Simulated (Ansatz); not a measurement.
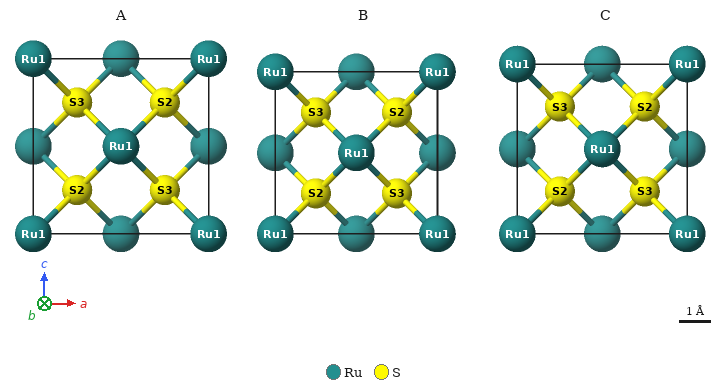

3 geometries from one relaxation of solid RuS₂ (a generated structure, set up in Fm-3m), in shuffled order. Style: ball-and-stick. Shown: the conventional cell (4 times the calculation's cell), along the b axis. Lengths and directions refer to the drawn axes.

Case: cell and atoms relaxed from a first guess.

All numbers below come from DFT, PBE, PAW with Ansatz's default frozen-core files, scalar-relativistic in Ansatz 0.2.0. (plane-wave cutoff 420 eV; k-point mesh 11 × 11 × 11; occupations fermi dirac; smearing width 0.03 eV; no spin polarisation; cell and atoms relaxed; force threshold 0.005 eV/Å; at most 80 steps)

Put them in the order of the run, from the start to the converged end.

B, C, A. They are steps 0, 1, 7, at +520 meV per atom, +74.4 meV per atom relative to the last. Over 5 accepted moves (7 points after the start) the energy falls by 520 meV per atom. All forces vanish by symmetry, so only the cell relaxes. Pressure: 63.06 GPa at the start and 0.01 GPa at the end. At 2 points the geometry stayed and the basis and grid were re-selected for the new cell (energy shift of 2.3 meV per atom at most each time). No atom moves by more than 0.005 Å relative to the cell. The drawn cell changes as follows: a = b = c 5.303 → 5.733 Å (+8.1 %); the volume changes by +26.4 %. Near-neighbour distances that change, for instance: Ru1–S2 2.296 → 2.483 Å. The space group stays Fm-3m (No. 225).
